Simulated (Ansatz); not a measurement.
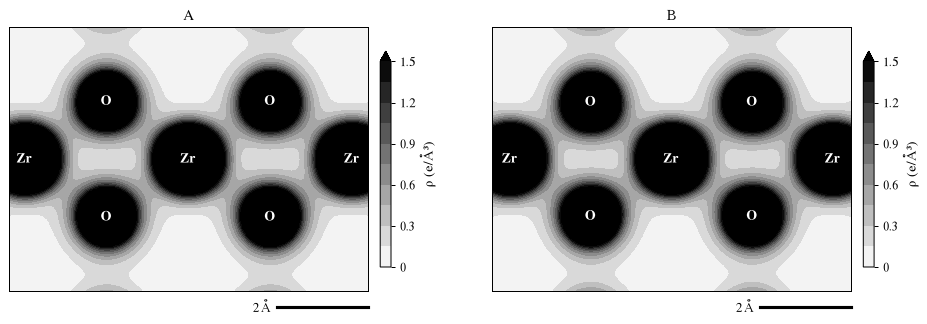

ZrO$_{2}$. The valence pseudo-density of two cells that differ in size, on the (11̄0) plane of each (indices in the axes of the calculation cell), at one length scale and on one colour scale: A has 11.0 Å³ an atom and B 10.6.

Space group Fm-3m; a structure from a database of computed crystals, not necessarily the ambient phase.

These are results of Ansatz 0.2.0, Kohn-Sham DFT of a periodic cell, PBEsol, Ansatz PAW, not measurements.

In a PAW calculation such maps are meaningful between the atoms, not at the nuclei.

What changes from the larger cell to the smaller?

From the larger cell to the smaller, Zr–O goes from 2.20 to 2.17 Å, and the density at its midpoint from 0.53 to 0.57 e/Å³; the pressure goes from −3.8 to 7 GPa; the Kohn–Sham gap goes from 3.3 eV to 3.4 eV.
